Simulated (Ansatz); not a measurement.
## Ge: single-point calculation (part 2 of 2)

Continued. System: Ge (P6₃/mmc, 4 atoms in the cell). Method: DFT, PBE with spin-orbit coupling, plane waves, PAW (Ansatz 0.2.0); cutoff 420 eV, 12×12×4 k-mesh, Fermi–Dirac smearing of 0.02 eV. The structure was built on a prototype by a generator. The geometry comes from this level: r2SCAN.

Geometry of the input (Å; fractional positions):
```
3.9976  0.0000  0.0000
-1.9988  3.4620  0.0000
0.0000  0.0000  6.5928
Ge 0.3333  0.6667  0.0004
Ge 0.6667  0.3333  0.5004
Ge 0.3333  0.6667  0.3746
Ge 0.6667  0.3333  0.8746
```

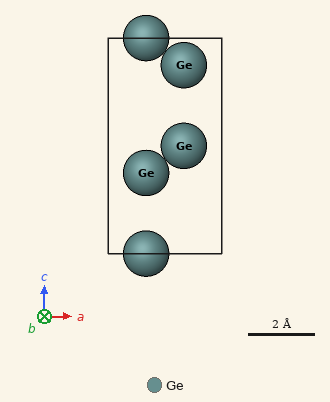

Figure 1. The input geometry (spheres-only view of the cell of the calculation, along the b axis). An atom can appear more than once, as a periodic image.

File rho_z.tsv:
```
# z_ang	rho[e/angstrom^3]	m_x[e/angstrom^3]	m_y[e/angstrom^3]	m_z[e/angstrom^3]	m_norm[e/angstrom^3]
# format = ansatz-planar-average/11
# lattice	3.997615188	-0.000000000	0.000000000
# lattice	-1.998807594	3.462036307	0.000000000
# lattice	0.000000000	0.000000000	6.592819495
# sites	4
# site	32	0.000000000	2.308024205	0.002436690
# site	32	1.998807594	1.154012102	3.298846438
# site	32	0.000000000	2.308024205	2.469870620
# site	32	1.998807594	1.154012102	5.766280368
0.000000	1.471958e0	0.000000e0	0.000000e0	0.000000e0	0.000000e0
0.146507	1.198797e0	0.000000e0	0.000000e0	0.000000e0	0.000000e0
0.293014	7.160018e-1	0.000000e0	0.000000e0	0.000000e0	0.000000e0
0.439521	3.812888e-1	0.000000e0	0.000000e0	0.000000e0	0.000000e0
0.586028	2.266699e-1	0.000000e0	0.000000e0	0.000000e0	0.000000e0
0.732535	1.592435e-1	0.000000e0	0.000000e0	0.000000e0	0.000000e0
0.879043	1.262324e-1	0.000000e0	0.000000e0	0.000000e0	0.000000e0
1.025550	1.093527e-1	0.000000e0	0.000000e0	0.000000e0	0.000000e0
1.172057	1.018058e-1	0.000000e0	0.000000e0	0.000000e0	0.000000e0
1.318564	1.022909e-1	0.000000e0	0.000000e0	0.000000e0	0.000000e0
1.465071	1.109030e-1	0.000000e0	0.000000e0	0.000000e0	0.000000e0
1.611578	1.292331e-1	0.000000e0	0.000000e0	0.000000e0	0.000000e0
1.758085	1.652061e-1	0.000000e0	0.000000e0	0.000000e0	0.000000e0
1.904592	2.395159e-1	0.000000e0	0.000000e0	0.000000e0	0.000000e0
2.051099	4.115185e-1	0.000000e0	0.000000e0	0.000000e0	0.000000e0
2.197606	7.724395e-1	0.000000e0	0.000000e0	0.000000e0	0.000000e0
2.344114	1.254095e0	0.000000e0	0.000000e0	0.000000e0	0.000000e0
2.490621	1.471817e0	0.000000e0	0.000000e0	0.000000e0	0.000000e0
2.637128	1.224346e0	0.000000e0	0.000000e0	0.000000e0	0.000000e0
2.783635	8.724405e-1	0.000000e0	0.000000e0	0.000000e0	0.000000e0
2.930142	8.030671e-1	0.000000e0	0.000000e0	0.000000e0	0.000000e0
3.076649	1.077420e0	0.000000e0	0.000000e0	0.000000e0	0.000000e0
3.223156	1.423468e0	0.000000e0	0.000000e0	0.000000e0	0.000000e0
3.369663	1.389992e0	0.000000e0	0.000000e0	0.000000e0	0.000000e0
3.516170	9.543082e-1	0.000000e0	0.000000e0	0.000000e0	0.000000e0
3.662677	5.215680e-1	0.000000e0	0.000000e0	0.000000e0	0.000000e0
3.809185	2.875090e-1	0.000000e0	0.000000e0	0.000000e0	0.000000e0
3.955692	1.866413e-1	0.000000e0	0.000000e0	0.000000e0	0.000000e0
4.102199	1.399336e-1	0.000000e0	0.000000e0	0.000000e0	0.000000e0
4.248706	1.164284e-1	0.000000e0	0.000000e0	0.000000e0	0.000000e0
4.395213	1.045178e-1	0.000000e0	0.000000e0	0.000000e0	0.000000e0
4.541720	1.010871e-1	0.000000e0	0.000000e0	0.000000e0	0.000000e0
4.688227	1.055242e-1	0.000000e0	0.000000e0	0.000000e0	0.000000e0
4.834734	1.185896e-1	0.000000e0	0.000000e0	0.000000e0	0.000000e0
4.981241	1.441578e-1	0.000000e0	0.000000e0	0.000000e0	0.000000e0
5.127748	1.952162e-1	0.000000e0	0.000000e0	0.000000e0	0.000000e0
5.274256	3.073244e-1	0.000000e0	0.000000e0	0.000000e0	0.000000e0
5.420763	5.650930e-1	0.000000e0	0.000000e0	0.000000e0	0.000000e0
5.567270	1.016935e0	0.000000e0	0.000000e0	0.000000e0	0.000000e0
5.713777	1.422348e0	0.000000e0	0.000000e0	0.000000e0	0.000000e0
5.860284	1.393180e0	0.000000e0	0.000000e0	0.000000e0	0.000000e0
6.006791	1.030176e0	0.000000e0	0.000000e0	0.000000e0	0.000000e0
6.153298	7.911842e-1	0.000000e0	0.000000e0	0.000000e0	0.000000e0
6.299805	9.058347e-1	0.000000e0	0.000000e0	0.000000e0	0.000000e0
6.446312	1.271630e0	0.000000e0	0.000000e0	0.000000e0	0.000000e0
```

File v_z.tsv:
```
# z_ang	v_es[eV]	v_tot[eV]	b_x[eV]	b_y[eV]	b_z[eV]
# format = ansatz-planar-average/11
# xc	pbe
# density_cutoff_ev	1680
# datasets	Ge=:simpson_from_first_knot:soft
# lattice	3.997615188	-0.000000000	0.000000000
# lattice	-1.998807594	3.462036307	0.000000000
# lattice	0.000000000	0.000000000	6.592819495
# sites	4
# site	32	0.000000000	2.308024205	0.002436690
# site	32	1.998807594	1.154012102	3.298846438
# site	32	0.000000000	2.308024205	2.469870620
# site	32	1.998807594	1.154012102	5.766280368
0.000000	5.654104e-1	-1.056115e1	0.000000e0	0.000000e0	0.000000e0
0.146507	1.791069e0	-8.829271e0	0.000000e0	0.000000e0	0.000000e0
0.293014	3.079652e0	-6.902275e0	0.000000e0	0.000000e0	0.000000e0
0.439521	4.500976e0	-4.726271e0	0.000000e0	0.000000e0	0.000000e0
0.586028	6.036343e0	-2.399828e0	0.000000e0	0.000000e0	0.000000e0
0.732535	7.622494e0	-1.388906e-1	0.000000e0	0.000000e0	0.000000e0
0.879043	9.021125e0	1.773641e0	0.000000e0	0.000000e0	0.000000e0
1.025550	9.907077e0	2.971909e0	0.000000e0	0.000000e0	0.000000e0
1.172057	1.028489e1	3.417678e0	0.000000e0	0.000000e0	0.000000e0
1.318564	1.026048e1	3.392601e0	0.000000e0	0.000000e0	0.000000e0
1.465071	9.827386e0	2.867982e0	0.000000e0	0.000000e0	0.000000e0
1.611578	8.869848e0	1.566919e0	0.000000e0	0.000000e0	0.000000e0
1.758085	7.427000e0	-4.095481e-1	0.000000e0	0.000000e0	0.000000e0
1.904592	5.839575e0	-2.691846e0	0.000000e0	0.000000e0	0.000000e0
2.051099	4.316192e0	-5.010283e0	0.000000e0	0.000000e0	0.000000e0
2.197606	2.911984e0	-7.156475e0	0.000000e0	0.000000e0	0.000000e0
2.344114	1.635722e0	-9.055641e0	0.000000e0	0.000000e0	0.000000e0
2.490621	4.180509e-1	-1.076104e1	0.000000e0	0.000000e0	0.000000e0
2.637128	-5.939971e-1	-1.210977e1	0.000000e0	0.000000e0	0.000000e0
2.783635	-1.150511e0	-1.287882e1	0.000000e0	0.000000e0	0.000000e0
2.930142	-1.235155e0	-1.300370e1	0.000000e0	0.000000e0	0.000000e0
3.076649	-8.609934e-1	-1.247086e1	0.000000e0	0.000000e0	0.000000e0
3.223156	-3.091173e-3	-1.132501e1	0.000000e0	0.000000e0	0.000000e0
3.369663	1.172502e0	-9.719252e0	0.000000e0	0.000000e0	0.000000e0
3.516170	2.421885e0	-7.894643e0	0.000000e0	0.000000e0	0.000000e0
3.662677	3.773306e0	-5.843835e0	0.000000e0	0.000000e0	0.000000e0
3.809185	5.256920e0	-3.569391e0	0.000000e0	0.000000e0	0.000000e0
3.955692	6.831579e0	-1.246269e0	0.000000e0	0.000000e0	0.000000e0
4.102199	8.369561e0	8.844632e-1	0.000000e0	0.000000e0	0.000000e0
4.248706	9.536686e0	2.477942e0	0.000000e0	0.000000e0	0.000000e0
4.395213	1.014968e1	3.270725e0	0.000000e0	0.000000e0	0.000000e0
4.541720	1.032146e1	3.453831e0	0.000000e0	0.000000e0	0.000000e0
4.688227	1.009973e1	3.212161e0	0.000000e0	0.000000e0	0.000000e0
4.834734	9.421643e0	2.321257e0	0.000000e0	0.000000e0	0.000000e0
4.981241	8.189706e0	6.390690e-1	0.000000e0	0.000000e0	0.000000e0
5.127748	6.632078e0	-1.531571e0	0.000000e0	0.000000e0	0.000000e0
5.274256	5.065556e0	-3.860905e0	0.000000e0	0.000000e0	0.000000e0
5.420763	3.596497e0	-6.114525e0	0.000000e0	0.000000e0	0.000000e0
5.567270	2.262247e0	-8.133132e0	0.000000e0	0.000000e0	0.000000e0
5.713777	1.019083e0	-9.934987e0	0.000000e0	0.000000e0	0.000000e0
5.860284	-1.340618e-1	-1.149889e1	0.000000e0	0.000000e0	0.000000e0
6.006791	-9.342950e-1	-1.257201e1	0.000000e0	0.000000e0	0.000000e0
6.153298	-1.249152e0	-1.302468e1	0.000000e0	0.000000e0	0.000000e0
6.299805	-1.107773e0	-1.281693e1	0.000000e0	0.000000e0	0.000000e0
6.446312	-4.895873e-1	-1.197049e1	0.000000e0	0.000000e0	0.000000e0
```

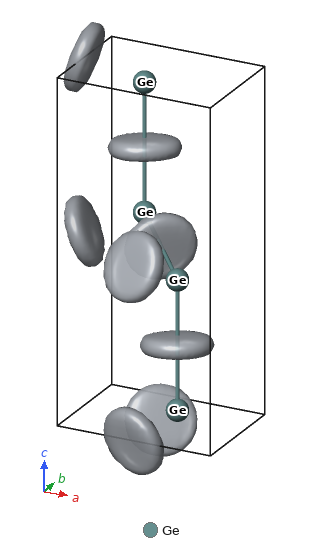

Figure 2. Isosurface of the electron localisation function at 0.65 (grey), seen slightly off an axis. Only the valence region is drawn (cores and ρ < 0.01 e/Å³ removed). Sticks mark near contacts. The outline is the cell set on symmetry axes. In a PAW calculation such maps are meaningful between the atoms, not at the nuclei.

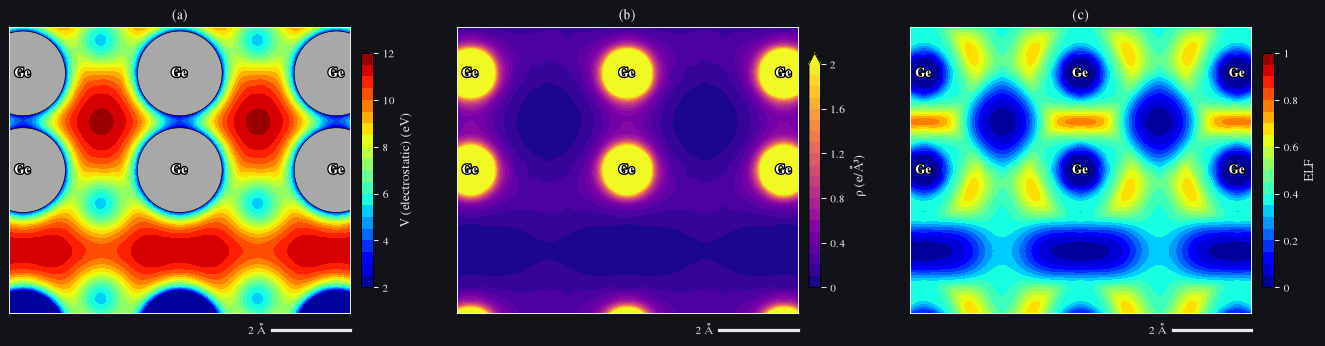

Figure 3. (a) electrostatic potential energy of an electron; (b) valence charge density (pseudo); (c) ELF on the (100) plane of the conventional cell. Grey discs, where drawn, cover atomic cores. Ge–Ge (2.47 Å): the density is about 0.5 e/Å³ at the midpoint; the ELF peaks at about 0.80 between the atoms (a covalent bond). The density dies away to nearly zero in the voids. Outside the cores the potential energy rises away from the atoms and is highest about 2.3 Å from the nearest atoms; outside the discs it spans about 9 eV, and its zero is arbitrary.

Key numbers:

| quantity | value |
| --- | --- |
| outcome | converged |
| space group (tolerance 0.01 Å) | P6₃/mmc (194) |
| electrons treated | 56 |
| free energy | −17180.2277 eV |
| Fermi energy | 8.584 eV |
| band gap | 0.06 eV |
| net moment of the cell | 0.00 μB |
| integrated absolute moment | 0.00 μB |
| pressure | 2.98 GPa |
| largest force (length of the vector) | 0.007 eV/Å |
| hardware | 2 threads of Arm Neoverse V2, 24 GiB of memory available, shared host |
| wall time | 43 s (CPU time 85 s) |
| peak memory | 0.82 GiB |
